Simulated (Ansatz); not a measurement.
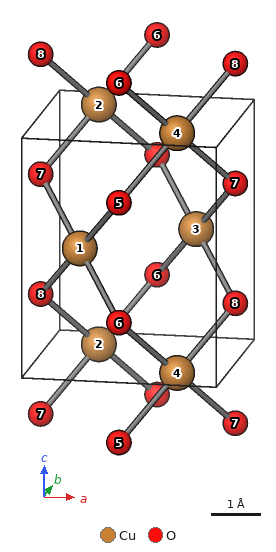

The starting point is solid CuO (set up in Cccm). A ball-and-stick model of the cell of the calculation, seen slightly off an axis.

Theory: DFT PBEsol, scalar-relativistic, plane waves, PAW in Ansatz 0.2.0. Settings: plane-wave cutoff 420 eV; k-point mesh 10 × 10 × 8; occupations gaussian; smearing width 0.1 eV; no spin polarisation.

The variant: Strain along c alone, −6.0 %, is applied. Symmetry leaves the atoms no freedom, so this is a single point.

> Predict the response.

Energy change: +48.8 meV per atom. Pressure: 0.0 GPa before, 15.8 GPa after. The principal stresses (compression positive) are 25.8 GPa along c and 10.8 GPa across it. All forces vanish by symmetry. Both are metals. Some distances before and after: Cu–O 1.927 → 1.878 Å. The space group stays Cccm (No. 66).

Drawn alike, the variant:

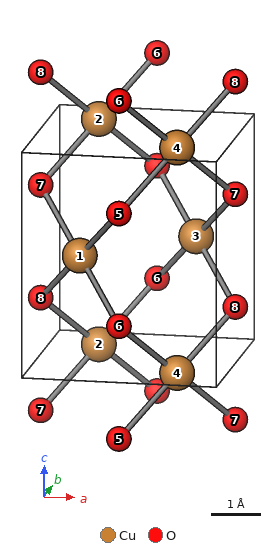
